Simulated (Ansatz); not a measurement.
Read the following structure.

```yaml
crystal:
  lattice:
    - [5.79042, 0.00000, 0.00000]
    - [-2.89521, 5.01465, 0.00000]
    - [0.00000, 0.00000, 10.44112]
  atoms:
    - { symbol: Zr, position: [0.99544, 0.66667, 0.16667] }
    - { symbol: Zr, position: [0.33333, 0.32877, 0.16667] }
    - { symbol: Zr, position: [0.67123, 0.00456, 0.16667] }
    - { symbol: S, position: [0.33333, 0.66667, 0.00144] }
    - { symbol: S, position: [0.33333, 0.66667, 0.33189] }
    - { symbol: Zr, position: [0.66211, 0.00000, 0.50000] }
    - { symbol: Zr, position: [0.00000, 0.66211, 0.50000] }
    - { symbol: Zr, position: [0.33789, 0.33789, 0.50000] }
    - { symbol: S, position: [0.00000, 0.00000, 0.33478] }
    - { symbol: S, position: [0.00000, 0.00000, 0.66522] }
    - { symbol: Zr, position: [0.32877, 0.33333, 0.83333] }
    - { symbol: Zr, position: [0.66667, 0.99544, 0.83333] }
    - { symbol: Zr, position: [0.00456, 0.67123, 0.83333] }
    - { symbol: S, position: [0.66667, 0.33333, 0.66811] }
    - { symbol: S, position: [0.66667, 0.33333, 0.99856] }
```

Give a crystallographic description of this input.

Answer. The stoichiometry is Zr₃S₂. The space group is R32 (No. 155); the lattice is rhombohedral (trigonal R). The cell comprises 3 formula units: 9 Zr, 6 S. Zr is linked to four S at 2.60 to 2.61 Å. The coordination shell of S holds six Zr in a trigonal prismatic arrangement at 2.60 to 2.61 Å. Not all metal-metal contacts are counted. The bonds build a three-dimensional framework.

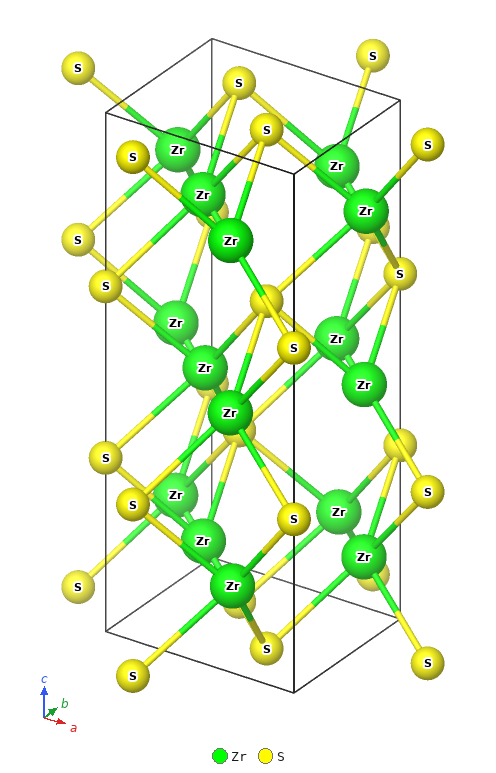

This ball-and-stick model is shown slightly off an axis. The wireframe shows the conventional unit cell. Some atoms of the next cells are drawn as well.

Origin of the cell: a structure listed in the Materials Project. Earlier steps of the study, as a rule a relaxation of our own, may have changed the cell and positions, so they can lie some per cent off the listed ones. It went into a calculation with Ansatz.
